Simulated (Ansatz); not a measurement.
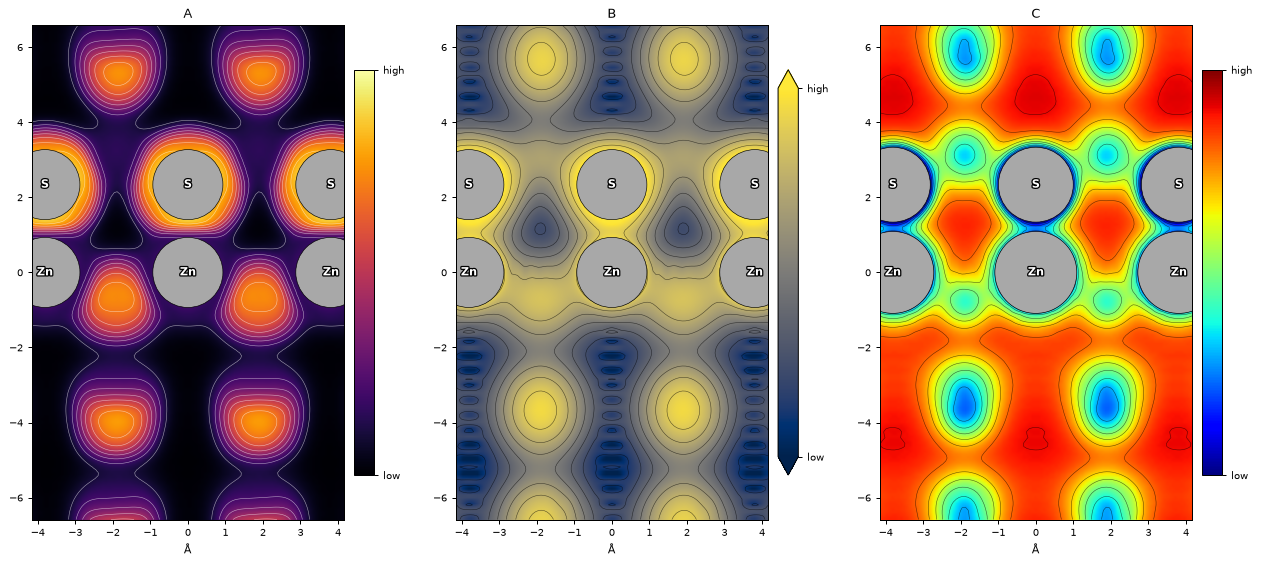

ZnS: 3 fields on the (010) plane of the conventional cell, with unlabelled colour scales. Grey discs cover the atomic cores.

Space group P1; changed on purpose from its base cell (atom 5 (S) moved +0.050 A along Cartesian [1 -1 0]); not relaxed (largest force 0.4 eV/Å).

Theory: Ansatz 0.2.0, DFT r2SCAN, scalar-relativistic, plane waves, PAW.

Q: The panels show electron localisation function, electrostatic potential energy of an electron and valence pseudo-density in some order. Assign them.

A: Panel A: electron localisation function. Panel B: valence pseudo-density. Panel C: electrostatic potential energy of an electron (low next to the atoms, rising into the space between them). From the grid: Zn–S (2.34 Å): ρ at the midpoint is about 0.49 e/Å³; the ELF peaks at about 0.90 in the valence shell of S, 0.9 Å from its nucleus, and is about 0.60 at the midpoint.
